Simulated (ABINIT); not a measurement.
**Al2O3: geometry relaxation (part 2 of 2)**

The same run, continued: Al2O3 (R-3c, 10 atoms in the cell); Kohn-Sham DFT of a periodic cell, LDA, PseudoDojo NC SR LDA v0.4.1 standard (ABINIT 10.8.3); cutoff 1142.88 eV, 4×4×4 k-mesh, fermi-dirac of 0.05 eV. The structure derives from an entry of the Crystallography Open Database. The run did not end well.

Geometry of the input (Å; fractional positions):
```
2.3803  1.3742  4.3319
-2.3803  1.3742  4.3319
0.0000  -2.7485  4.3319
Al 0.3522  0.3522  0.3522
Al 0.1478  0.1478  0.1478
Al 0.6478  0.6478  0.6478
Al 0.8522  0.8522  0.8522
O  0.5567  0.9433  0.2500
O  0.2500  0.5567  0.9433
O  0.9433  0.2500  0.5567
O  0.4433  0.0567  0.7500
O  0.7500  0.4433  0.0567
O  0.0567  0.7500  0.4433
```

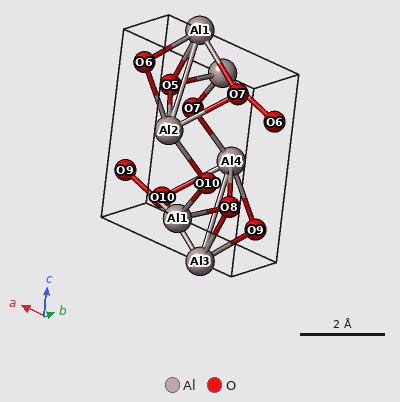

The geometry at step 1 of the log (ball-and-stick view of the reduced cell, seen at an oblique angle; atoms are numbered from 1 in the order of the input).

What the program printed, continued:
```
 Unitary Cell Volume (ucvol) [Bohr^3]=  5.73729859885406E+02
 Angles (23,13,12)= [degrees]
  5.52866708037599E+01  5.52866708037599E+01  5.52866708040645E+01
 Lengths [Bohr]
  9.69471659535417E+00  9.69471659535417E+00  9.69471659539678E+00
 Stress tensor in cartesian coordinates (strten) [Ha/bohr^3]
  2.42976932163561E-04  0.00000000000000E+00  0.00000000000000E+00
  0.00000000000000E+00  2.42976932210132E-04  4.66981662294930E-14
  0.00000000000000E+00  4.66981662294930E-14  2.47721847868237E-04
 Total energy (etotal) [Ha]= -1.09203201094383E+02

--- Iteration: ( 2/60) Internal Cycle: (1/1)
--------------------------------------------------------------------------------

---SELF-CONSISTENT-FIELD CONVERGENCE--------------------------------------------

--- !BeginCycle
iteration_state: {dtset: 1, itime: 2, icycle: 1, }
solver: {iscf: 7, nstep: 100, nline: 4, wfoptalg: 0, }
tolerances: {tolvrs: 1.00E-10, }
...

     iter   Etot(hartree)      deltaE(h)  residm     vres2
 ETOT  1  -108.78510153836    -1.088E+02 9.492E+00 2.902E+03
 ETOT  2  -108.85874998832    -7.365E-02 6.431E-01 1.811E+03
 ETOT  3  -109.18305137620    -3.243E-01 5.469E-01 2.125E+01
 ETOT  4  -109.18583649914    -2.785E-03 9.395E-02 2.055E-01
 ETOT  5  -109.18586350426    -2.701E-05 7.986E-02 2.210E-03
 ETOT  6  -109.18586372503    -2.208E-07 9.770E-02 1.352E-04
 ETOT  7  -109.18586373975    -1.472E-08 1.154E-02 1.270E-06
 ETOT  8  -109.18586373983    -7.924E-11 4.498E-02 3.609E-09
 ETOT  9  -109.18586373983    -4.277E-12 4.926E-03 1.054E-10
 ETOT 10  -109.18586373983     1.222E-12 1.932E-02 8.935E-13

 At SCF step   10       vres2   =  8.94E-13 < tolvrs=  1.00E-10 =>converged.

 Cartesian components of stress tensor (hartree/bohr^3)
  sigma(1 1)= -9.35136944E-04  sigma(3 2)=  4.93420092E-14
  sigma(2 2)= -9.35136944E-04  sigma(3 1)=  0.00000000E+00
  sigma(3 3)= -8.47441127E-04  sigma(2 1)=  0.00000000E+00

--- !ResultsGS
iteration_state: {dtset: 1, itime: 2, icycle: 1, }
comment   : Summary of ground state results
lattice_vectors:
- [  4.3276370,   2.4985624,   7.8747917, ]
- [ -4.3276370,   2.4985624,   7.8747917, ]
- [  0.0000000,  -4.9971248,   7.8747917, ]
lattice_lengths: [   9.32650,    9.32650,    9.32650, ]
lattice_angles: [ 55.293,  55.293,  55.293, ] # degrees, (23, 13, 12)
lattice_volume:   5.1089465E+02
convergence: {deltae:  1.222E-12, res2:  8.935E-13, residm:  1.932E-02, diffor: null, }
etotal    :  -1.09185864E+02
entropy   :   0.00000000E+00
fermie    :   4.66908325E-01
cartesian_stress_tensor: # hartree/bohr^3
- [ -9.35136944E-04,   0.00000000E+00,   0.00000000E+00, ]
- [  0.00000000E+00,  -9.35136944E-04,   4.93420092E-14, ]
- [  0.00000000E+00,   4.93420092E-14,  -8.47441127E-04, ]
pressure_GPa:   2.6653E+01
xred      :
- [  3.5200E-01,   3.5200E-01,   3.5200E-01, Al]
- [  1.4800E-01,   1.4800E-01,   1.4800E-01, Al]
- [  6.4800E-01,   6.4800E-01,   6.4800E-01, Al]
- [  8.5200E-01,   8.5200E-01,   8.5200E-01, Al]
- [  5.5647E-01,   9.4353E-01,   2.5000E-01,  O]
- [  2.5000E-01,   5.5647E-01,   9.4353E-01,  O]
- [  9.4353E-01,   2.5000E-01,   5.5647E-01,  O]
- [  4.4353E-01,   5.6467E-02,   7.5000E-01,  O]
- [  7.5000E-01,   4.4353E-01,   5.6467E-02,  O]
- [  5.6467E-02,   7.5000E-01,   4.4353E-01,  O]
cartesian_forces: # hartree/bohr
- [ -5.18806932E-19,  -5.65926116E-19,  -2.01609189E-03, ]
- [  5.29648953E-19,   5.65926116E-19,   2.01609189E-03, ]
- [  5.29648953E-19,   5.65926116E-19,   2.01609189E-03, ]
- [ -5.18806932E-19,  -5.65926116E-19,  -2.01609189E-03, ]
- [  4.43475384E-04,   5.06554619E-21,   3.77112080E-21, ]
- [ -2.21737692E-04,   3.84060948E-04,   2.95535407E-15, ]
- [ -2.21737692E-04,  -3.84060948E-04,  -2.95534673E-15, ]
- [ -4.43475384E-04,  -5.06554619E-21,  -5.60685557E-21, ]
- [  2.21737692E-04,  -3.84060948E-04,  -2.95534673E-15, ]
- [  2.21737692E-04,   3.84060948E-04,   2.95534489E-15, ]
force_length_stats: {min:   4.43475384E-04, max:   2.01609189E-03, mean:   1.07252198E-03, }
...

 Integrated electronic density in atomic spheres:
 ------------------------------------------------
 Atom  Sphere_radius  Integrated_density
    1        2.00000          1.31479690
    2        2.00000          1.31479690
    3        2.00000          1.31479690
    4        2.00000          1.31479690
    5        2.00000          6.55862162
    6        2.00000          6.55862162
    7        2.00000          6.55862162
    8        2.00000          6.55862162
    9        2.00000          6.55862162
   10        2.00000          6.55862162

---OUTPUT-----------------------------------------------------------------------

 Cartesian coordinates (xcart) [bohr]
 -1.67145072429110E-17 -6.39916894299156E-11  8.31586232379554E+00
  9.13617912683764E-17 -2.69030193956991E-11  3.49632527351977E+00
  4.24428698655923E-16 -1.17797339483651E-10  1.53085128708351E+01
 -4.60803717092974E-16 -1.54887091426700E-10  2.01280499211109E+01
 -1.67508017429753E+00  2.49856240928141E+00  1.37808855302012E+01
 -1.32627843232993E+00 -2.69994318911153E+00  1.37808855302012E+01
  3.00135860662746E+00  2.01380779511988E-01  1.37808855302012E+01
  1.67508017429753E+00 -2.49856240946320E+00  9.84348966442943E+00
  1.32627843232993E+00  2.69994318892974E+00  9.84348966442943E+00
 -3.00135860662746E+00 -2.01380779693777E-01  9.84348966442942E+00
 Reduced coordinates (xred)
  3.52003481797291E-01  3.52003481797291E-01  3.52003481797292E-01
  1.47996518202709E-01  1.47996518202709E-01  1.47996518202708E-01
  6.47996518202709E-01  6.47996518202708E-01  6.47996518202708E-01
  8.52003481797291E-01  8.52003481797291E-01  8.52003481797292E-01
  5.56467113667521E-01  9.43532886332479E-01  2.50000000000000E-01
  2.50000000000000E-01  5.56467113667521E-01  9.43532886332479E-01
  9.43532886332479E-01  2.50000000000000E-01  5.56467113667521E-01
  4.43532886332479E-01  5.64671136675211E-02  7.50000000000000E-01
  7.50000000000000E-01  4.43532886332479E-01  5.64671136675214E-02
  5.64671136675211E-02  7.50000000000000E-01  4.43532886332479E-01
 Cartesian forces (fcart) [Ha/bohr]; max,rms= 2.01609E-03 7.62420E-04 (free atoms)
 -5.18806931745129E-19 -5.65926116069252E-19 -2.01609188610372E-03
  5.29648953469984E-19  5.65926116069252E-19  2.01609188610372E-03
  5.29648953469984E-19  5.65926116069252E-19  2.01609188610372E-03
 -5.18806931745129E-19 -5.65926116069252E-19 -2.01609188610372E-03
  4.43475383697052E-04  5.06554618872673E-21  3.77112080218673E-21
 -2.21737691848526E-04  3.84060948236172E-04  2.95535407330058E-15
 -2.21737691848526E-04 -3.84060948236172E-04 -2.95534673036152E-15
 -4.43475383697052E-04 -5.06554618872673E-21 -5.60685556946490E-21
  2.21737691848526E-04 -3.84060948236172E-04 -2.95534673036152E-15
  2.21737691848526E-04  3.84060948236172E-04  2.95534489462675E-15
 Gradient of E wrt nuclear positions in reduced coordinates (gred)
  1.58763037147216E-02  1.58763037147216E-02  1.58763037147216E-02
 -1.58763037147216E-02 -1.58763037147216E-02 -1.58763037147216E-02
 -1.58763037147216E-02 -1.58763037147216E-02 -1.58763037147216E-02
  1.58763037147216E-02  1.58763037147216E-02  1.58763037147216E-02
 -1.91920049635320E-03  1.91920049635320E-03 -4.38362433106794E-21
 -1.44520651227758E-19 -1.91920049635320E-03  1.91920049635320E-03
  1.91920049635320E-03  1.48833641159496E-19 -1.91920049635320E-03
  1.91920049635320E-03 -1.91920049635320E-03  1.88396532977371E-20
  1.95116752612117E-19  1.91920049635320E-03 -1.91920049635320E-03
 -1.91920049635320E-03 -1.34377612190342E-19  1.91920049635320E-03
 Scale of Primitive Cell (acell) [bohr]
  9.32649994743171E+00  9.32649994743171E+00  9.32649994747270E+00
 Real space primitive translations (rprimd) [bohr]
  4.32763703895739E+00  2.49856240932686E+00  7.87479173154354E+00
 -4.32763703895739E+00  2.49856240932686E+00  7.87479173154354E+00
  0.00000000000000E+00 -4.99712481883551E+00  7.87479173154354E+00
 Unitary Cell Volume (ucvol) [Bohr^3]=  5.10894653596304E+02
 Angles (23,13,12)= [degrees]
  5.52930024732303E+01  5.52930024732303E+01  5.52930024735350E+01
 Lengths [Bohr]
  9.32649994743171E+00  9.32649994743171E+00  9.32649994747270E+00
 Stress tensor in cartesian coordinates (strten) [Ha/bohr^3]
 -9.35136943874575E-04  0.00000000000000E+00  0.00000000000000E+00
  0.00000000000000E+00 -9.35136943825372E-04  4.93420091595690E-14
  0.00000000000000E+00  4.93420091595690E-14 -8.47441127040115E-04
 Total energy (etotal) [Ha]= -1.09185863739831E+02

 Difference of energy with previous step (new-old):
           Absolute (Ha)= 1.73374E-02
           Relative     = 1.58775E-04

--- Iteration: ( 3/60) Internal Cycle: (1/1)
--------------------------------------------------------------------------------

---SELF-CONSISTENT-FIELD CONVERGENCE--------------------------------------------

--- !BeginCycle
iteration_state: {dtset: 1, itime: 3, icycle: 1, }
solver: {iscf: 7, nstep: 100, nline: 4, wfoptalg: 0, }
tolerances: {tolvrs: 1.00E-10, }
...

     iter   Etot(hartree)      deltaE(h)  residm     vres2
 ETOT  1  -108.87335543594    -1.089E+02 1.674E-04 2.224E+03
 ETOT  2  -108.89347637230    -2.012E-02 4.037E-03 1.625E+03
 ETOT  3  -109.20401259057    -3.105E-01 3.240E-03 8.532E+00
 ETOT  4  -109.20530322473    -1.291E-03 1.927E-04 1.691E-01
 ETOT  5  -109.20530965861    -6.434E-06 6.851E-05 4.107E-03
 ETOT  6  -109.20531033032    -6.717E-07 2.421E-05 6.356E-05
 ETOT  7  -109.20531033979    -9.468E-09 2.327E-05 2.530E-06
 ETOT  8  -109.20531034020    -4.140E-10 1.574E-05 6.044E-09
 ETOT  9  -109.20531034020     2.558E-13 1.948E-05 3.246E-10
 ETOT 10  -109.20531034020     1.506E-12 1.875E-05 1.912E-12

 At SCF step   10       vres2   =  1.91E-12 < tolvrs=  1.00E-10 =>converged.

 Cartesian components of stress tensor (hartree/bohr^3)
  sigma(1 1)=  9.24259003E-06  sigma(3 2)=  4.75136024E-14
  sigma(2 2)=  9.24259008E-06  sigma(3 1)=  0.00000000E+00
  sigma(3 3)=  1.38239391E-05  sigma(2 1)=  0.00000000E+00

--- !ResultsGS
iteration_state: {dtset: 1, itime: 3, icycle: 1, }
comment   : Summary of ground state results
lattice_vectors:
- [  4.4567218,   2.5730895,   8.1054752, ]
- [ -4.4567218,   2.5730895,   8.1054752, ]
- [  0.0000000,  -5.1461791,   8.1054752, ]
lattice_lengths: [   9.60114,    9.60114,    9.60114, ]
lattice_angles: [ 55.315,  55.315,  55.315, ] # degrees, (23, 13, 12)
lattice_volume:   5.5769937E+02
convergence: {deltae:  1.506E-12, res2:  1.912E-12, residm:  1.875E-05, diffor: null, }
etotal    :  -1.09205310E+02
entropy   :   0.00000000E+00
fermie    :   3.35101564E-01
cartesian_stress_tensor: # hartree/bohr^3
- [  9.24259003E-06,   0.00000000E+00,   0.00000000E+00, ]
- [  0.00000000E+00,   9.24259008E-06,   4.75136024E-14, ]
- [  0.00000000E+00,   4.75136024E-14,   1.38239391E-05, ]
pressure_GPa:  -3.1686E-01
xred      :
- [  3.5191E-01,   3.5191E-01,   3.5191E-01, Al]
- [  1.4809E-01,   1.4809E-01,   1.4809E-01, Al]
- [  6.4809E-01,   6.4809E-01,   6.4809E-01, Al]
- [  8.5191E-01,   8.5191E-01,   8.5191E-01, Al]
- [  5.5667E-01,   9.4333E-01,   2.5000E-01,  O]
- [  2.5000E-01,   5.5667E-01,   9.4333E-01,  O]
- [  9.4333E-01,   2.5000E-01,   5.5667E-01,  O]
- [  4.4333E-01,   5.6667E-02,   7.5000E-01,  O]
- [  7.5000E-01,   4.4333E-01,   5.6667E-02,  O]
- [  5.6667E-02,   7.5000E-01,   4.4333E-01,  O]
cartesian_forces: # hartree/bohr
- [ -6.67370407E-20,  -3.05781201E-20,  -2.40989469E-04, ]
- [  8.84210842E-20,  -2.56034811E-20,   2.40989469E-04, ]
- [  8.84210842E-20,   3.05781201E-20,   2.40989469E-04, ]
- [ -1.80823469E-20,   2.36319885E-20,  -2.40989469E-04, ]
- [ -1.94770504E-03,  -2.15997302E-20,   6.64658838E-21, ]
- [  9.73852518E-04,  -1.68676204E-03,  -1.29795106E-14, ]
- [  9.73852518E-04,   1.68676204E-03,   1.29795106E-14, ]
- [  1.94770504E-03,   2.15997310E-20,  -6.64658860E-21, ]
- [ -9.73852518E-04,   1.68676204E-03,   1.29795106E-14, ]
- [ -9.73852518E-04,  -1.68676204E-03,  -1.29795106E-14, ]
force_length_stats: {min:   2.40989469E-04, max:   1.94770504E-03, mean:   1.26501881E-03, }
...

 Integrated electronic density in atomic spheres:
 ------------------------------------------------
 Atom  Sphere_radius  Integrated_density
    1        2.00000          1.14512241
    2        2.00000          1.14512241
    3        2.00000          1.14512241
    4        2.00000          1.14512241
    5        2.00000          6.45875111
    6        2.00000          6.45875111
    7        2.00000          6.45875111
    8        2.00000          6.45875111
    9        2.00000          6.45875111
   10        2.00000          6.45875111

---OUTPUT-----------------------------------------------------------------------

 Cartesian coordinates (xcart) [bohr]
  5.95569740870917E-17 -6.58469604546209E-11  8.55715297146520E+00
  9.91047491324987E-17 -2.77097094317067E-11  3.60105989289467E+00
  2.83119625034265E-16 -1.21266379318034E-10  1.57592727572545E+01
 -3.33825930398618E-16 -1.59403647215495E-10  2.07153658358251E+01
 -1.72325959507673E+00  2.57308952844046E+00  1.41845816750865E+01
 -1.36673110040587E+00 -2.77893135102995E+00  1.41845816750865E+01
  3.08999069548260E+00  2.05841822262050E-01  1.41845816750865E+01
  1.72325959507673E+00 -2.57308952862757E+00  1.01318440536332E+01
  1.36673110040587E+00  2.77893135084284E+00  1.01318440536332E+01
 -3.08999069548260E+00 -2.05841822449164E-01  1.01318440536332E+01
 Reduced coordinates (xred)
  3.51908338294903E-01  3.51908338294903E-01  3.51908338294903E-01
  1.48091661705096E-01  1.48091661705096E-01  1.48091661705096E-01
  6.48091661705096E-01  6.48091661705096E-01  6.48091661705096E-01
  8.51908338294904E-01  8.51908338294904E-01  8.51908338294904E-01
  5.56667358430751E-01  9.43332641569248E-01  2.50000000000000E-01
  2.50000000000000E-01  5.56667358430751E-01  9.43332641569248E-01
  9.43332641569248E-01  2.50000000000000E-01  5.56667358430751E-01
  4.43332641569249E-01  5.66673584307514E-02  7.50000000000000E-01
  7.50000000000000E-01  4.43332641569249E-01  5.66673584307515E-02
  5.66673584307514E-02  7.50000000000000E-01  4.43332641569248E-01
 Cartesian forces (fcart) [Ha/bohr]; max,rms= 1.94771E-03 8.75474E-04 (free atoms)
 -6.67370407166334E-20 -3.05781200920068E-20 -2.40989469249976E-04
  8.84210841663435E-20 -2.56034810768493E-20  2.40989469249976E-04
  8.84210841663435E-20  3.05781200920068E-20  2.40989469249976E-04
 -1.80823468793052E-20  2.36319885322685E-20 -2.40989469249976E-04
 -1.94770503590674E-03 -2.15997301584998E-20  6.64658838485142E-21
  9.73852517953369E-04 -1.68676204018059E-03 -1.29795106161672E-14
  9.73852517953369E-04  1.68676204018059E-03  1.29795106161672E-14
  1.94770503590674E-03  2.15997309956709E-20 -6.64658859760059E-21
 -9.73852517953369E-04  1.68676204018059E-03  1.29795106161672E-14
 -9.73852517953369E-04 -1.68676204018059E-03 -1.29795106161672E-14
 Gradient of E wrt nuclear positions in reduced coordinates (gred)
  1.95333417680688E-03  1.95333417680688E-03  1.95333417680688E-03
 -1.95333417680688E-03 -1.95333417680688E-03 -1.95333417680688E-03
 -1.95333417680688E-03 -1.95333417680688E-03 -1.95333417680688E-03
  1.95333417680688E-03  1.95333417680688E-03  1.95333417680688E-03
  8.68037948548729E-03 -8.68037948548729E-03 -1.65029836585217E-19
 -3.96447985779514E-19  8.68037948548729E-03 -8.68037948548728E-03
 -8.68037948548729E-03  3.96447985344716E-19  8.68037948548728E-03
 -8.68037948548729E-03  8.68037948548729E-03  1.65029842617882E-19
  3.96447985344716E-19 -8.68037948548729E-03  8.68037948548728E-03
  8.68037948548729E-03 -3.96447985779514E-19 -8.68037948548728E-03
 Scale of Primitive Cell (acell) [bohr]
  9.60113992195351E+00  9.60113992195351E+00  9.60113992199572E+00
 Real space primitive translations (rprimd) [bohr]
  4.45672179588847E+00  2.57308952848723E+00  8.10547524290658E+00
 -4.45672179588847E+00  2.57308952848723E+00  8.10547524290658E+00
  0.00000000000000E+00 -5.14617905716158E+00  8.10547524290658E+00
 Unitary Cell Volume (ucvol) [Bohr^3]=  5.57699372914165E+02
 Angles (23,13,12)= [degrees]
  5.53152032952035E+01  5.53152032952035E+01  5.53152032955083E+01
 Lengths [Bohr]
  9.60113992195351E+00  9.60113992195351E+00  9.60113992199572E+00
 Stress tensor in cartesian coordinates (strten) [Ha/bohr^3]
  9.24259002797658E-06  0.00000000000000E+00  0.00000000000000E+00
  0.00000000000000E+00  9.24259007536749E-06  4.75136024251890E-14
  0.00000000000000E+00  4.75136024251890E-14  1.38239391025592E-05
 Total energy (etotal) [Ha]= -1.09205310340202E+02

 Difference of energy with previous step (new-old):
           Absolute (Ha)=-1.94466E-02
           Relative     =-1.78090E-04

--- !Ionmov22Error
message: |
    Lbfgs routine failed. Returned value: 0
    Restart your calculation from last step or try a different ionmov
...

--- !Ionmov22Error
message: |
    Lbfgs routine failed. Returned value: 0
    Restart your calculation from last step or try a different ionmov
...
```

Trajectory as extended XYZ (Å, eV, eV/Å), 3 frames, from step=0 to step=2:
```
10
Lattice="2.3803 1.3742 4.3319 -2.3803 1.3742 4.3319 0.0000 -2.7485 4.3319" Properties=species:S:1:pos:R:3:forces:R:3 step=0 energy=-2971.57048
Al    0.0000    0.0000    4.5765    0.0000   0.0000  -0.0542
Al    0.0000    0.0000    1.9213    0.0000   0.0000   0.0542
Al    0.0000    0.0000    8.4191    0.0000   0.0000   0.0542
Al    0.0000    0.0000   11.0743    0.0000   0.0000  -0.0542
O    -0.9203    1.3742    7.5808   -0.1342   0.0000   0.0000
O    -0.7300   -1.4841    7.5808    0.0671  -0.1162   0.0000
O     1.6503    0.1099    7.5808    0.0671   0.1162   0.0000
O     0.9203   -1.3742    5.4148    0.1342   0.0000   0.0000
O     0.7300    1.4841    5.4148   -0.0671   0.1162   0.0000
O    -1.6503   -0.1099    5.4148   -0.0671  -0.1162   0.0000
10
Lattice="2.2901 1.3222 4.1672 -2.2901 1.3222 4.1672 0.0000 -2.6444 4.1672" Properties=species:S:1:pos:R:3:forces:R:3 step=1 energy=-2971.09871
Al    0.0000    0.0000    4.4006    0.0000   0.0000  -0.1037
Al    0.0000    0.0000    1.8502    0.0000   0.0000   0.1037
Al    0.0000    0.0000    8.1009    0.0000   0.0000   0.1037
Al    0.0000    0.0000   10.6513    0.0000   0.0000  -0.1037
O    -0.8864    1.3222    7.2925    0.0228   0.0000   0.0000
O    -0.7018   -1.4287    7.2925   -0.0114   0.0197   0.0000
O     1.5883    0.1066    7.2925   -0.0114  -0.0197   0.0000
O     0.8864   -1.3222    5.2089   -0.0228   0.0000   0.0000
O     0.7018    1.4287    5.2089    0.0114  -0.0197   0.0000
O    -1.5883   -0.1066    5.2089    0.0114   0.0197   0.0000
10
Lattice="2.3584 1.3616 4.2892 -2.3584 1.3616 4.2892 0.0000 -2.7232 4.2892" Properties=species:S:1:pos:R:3:forces:R:3 step=2 energy=-2971.62788
Al    0.0000    0.0000    4.5282    0.0000   0.0000  -0.0124
Al    0.0000    0.0000    1.9056    0.0000   0.0000   0.0124
Al    0.0000    0.0000    8.3394    0.0000   0.0000   0.0124
Al    0.0000    0.0000   10.9621    0.0000   0.0000  -0.0124
O    -0.9119    1.3616    7.5062   -0.1002   0.0000   0.0000
O    -0.7232   -1.4705    7.5062    0.0501  -0.0867   0.0000
O     1.6352    0.1089    7.5062    0.0501   0.0867   0.0000
O     0.9119   -1.3616    5.3615    0.1002   0.0000   0.0000
O     0.7232    1.4705    5.3615   -0.0501   0.0867   0.0000
O    -1.6352   -0.1089    5.3615   -0.0501  -0.0867   0.0000
```

Outcome:

| quantity | value |
| --- | --- |
| outcome | ended with an error |
| space group (tolerance 0.01 Å) | R-3c (167) |
| electrons treated | 48 |
| free energy | −2971.6279 eV |
| Fermi energy | 9.119 eV |
| gap on the k-point mesh | 6.57 eV |
| pressure | −0.32 GPa |
| final volume | 82.64 Å³ |
| largest force (length of the vector) at the end | 0.100 eV/Å |
| final cell | a = 5.081 Å, b = 5.081 Å, c = 5.081 Å, α = 55.32°, β = 55.32°, γ = 55.32° |
| hardware | 4 threads of AMD EPYC (Zen 3), 200 GiB of memory available, shared host |
| wall time | 4.7 min (CPU time 14 min) |
| peak memory | 0.48 GiB |

Diagnosis:

The run ended with an error.
